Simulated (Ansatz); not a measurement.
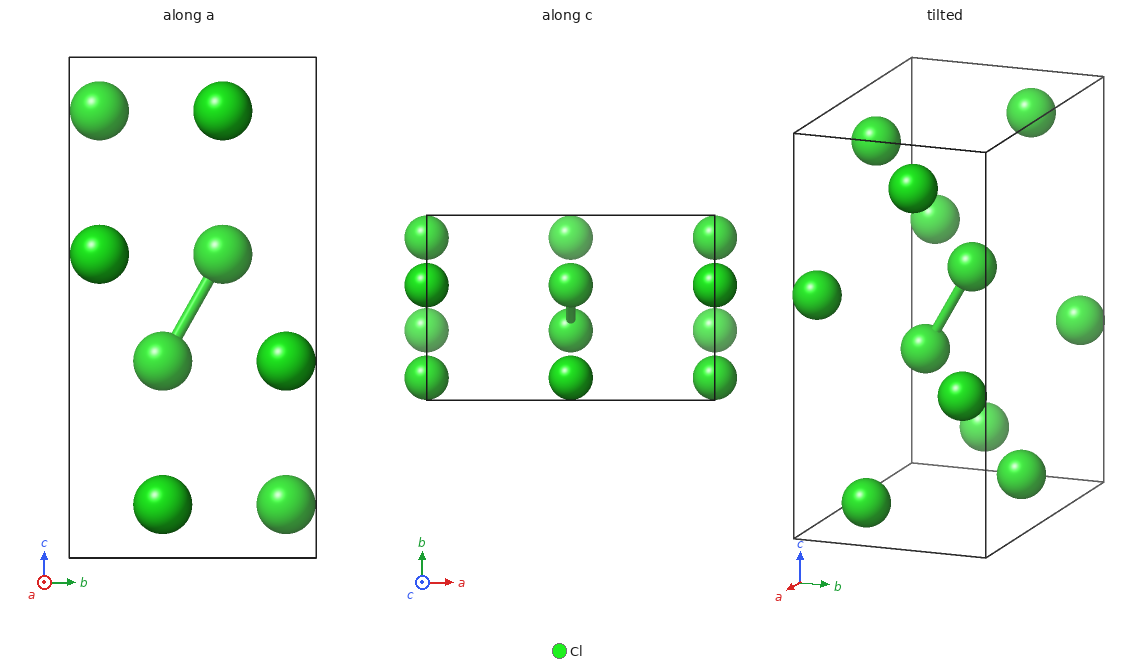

The image is a ball-and-stick drawing of a crystal, viewed along the a axis, along the c axis and slightly off an axis. The parallelepiped is the conventional unit cell.

- The element is chlorine.
- The atoms follow space group Cmce (No. 64); the Bravais lattice is base-centred orthorhombic.
- The cell holds eight atoms.
- Cl is coordinated by one Cl.
- The bonds build separate Cl2 groups.

It goes back to a structure listed in the Materials Project. The cell was then strained or its atoms displaced on purpose. An electronic-structure calculation with Ansatz was run on it.
